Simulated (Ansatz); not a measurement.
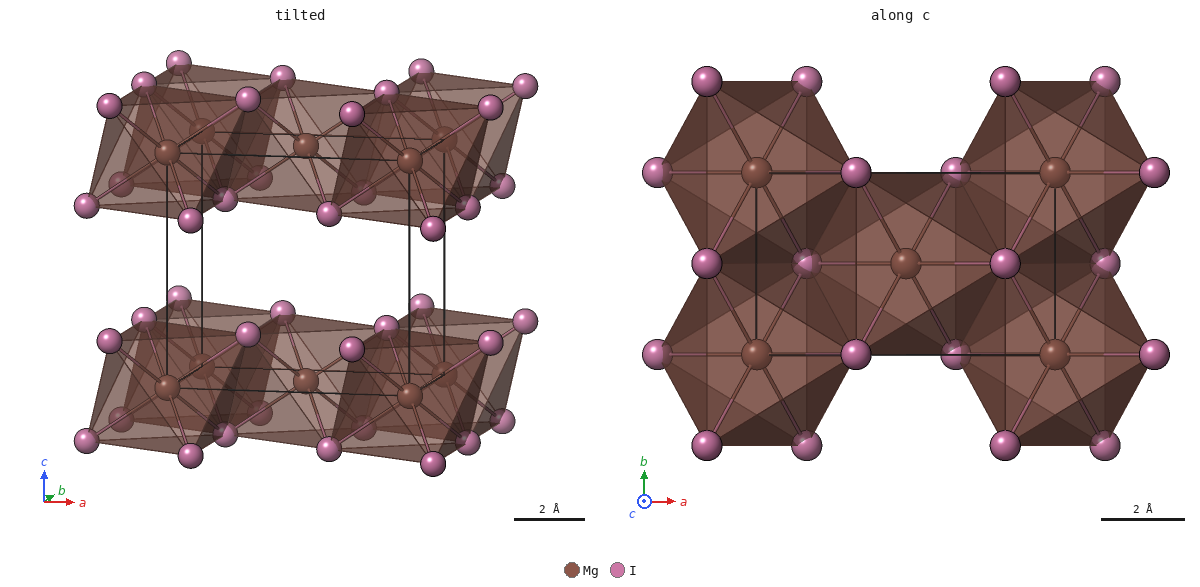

Polyhedral representation of a periodic structure, projected slightly off an axis and along the c axis. The edges of the conventional unit cell are marked. Some atoms of the next cells are drawn as well.

MgI2, space group C2/m (No. 12), a = 7.201 Å, b = 4.393 Å, c = 6.873 Å, α = 90.00°, β = 90.00°, γ = 90.00°. The initial geometry was a structure type filled with these elements by a generator (whether the compound takes this form wasn't checked). The cell was then strained or its atoms displaced on purpose. It was run through Ansatz as a DFT input.

This one geometry was computed with Ansatz (DFT, plane waves, PAW) at three levels of theory: HSE06, PBE and r2SCAN.

Question: How does the band gap change with the level of theory?

Answer: PBE: a gap of 3.18 eV, indirect; r2SCAN: a gap of 3.77 eV, indirect; HSE06: a gap of 4.12 eV, indirect.

Question: Collect the results in a table.

Answer:
| level | cutoff (eV) | k-mesh of the run's cell | gap (eV) | pressure (GPa) |
| --- | --- | --- | --- | --- |
| HSE06 | 420 | 6×6×4 | 4.12 | -0.7 |
| PBE | 420 | 12×12×4 | 3.18 | 0.0 |
| r2SCAN | 500 | 12×12×4 | 3.77 | -0.5 |

Gaps are taken on the k-mesh or band path of each run.
